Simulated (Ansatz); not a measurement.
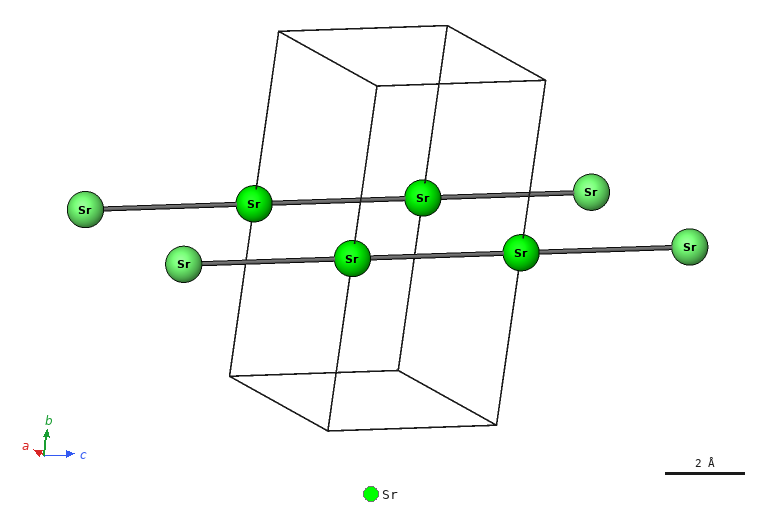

Drawn in the ball-and-stick manner and seen from the side at a slight tilt. The box is the simulation cell; atoms on or close to its faces, edges and corners are drawn wherever they repeat. The first bonded neighbours in the surrounding cells are also shown, in fainter colours.

Sr, a = 10.99 Å, b = 10.99 Å, c = 4.42 Å, α = 90.86°, β = 88.28°, γ = 120.00°.

Electronic-structure method: DFT LDA, scalar-relativistic, plane waves, PAW (Ansatz). Parameters: a kinetic-energy cutoff of 420 eV, a 6×6×8 k-point mesh, Gaussian smearing of 0.05 eV, no spin polarisation.

Question: How large a gap does the method give, if there is one?

Answer: A semiconductor at this level, with a gap of 0.43 eV on the k-mesh (the true edges may lie between mesh points, so the gap can be somewhat smaller).

Origin of the cell: a structure listed in the Materials Project. The cell was then strained or its atoms displaced on purpose. It was run through Ansatz as a DFT input.
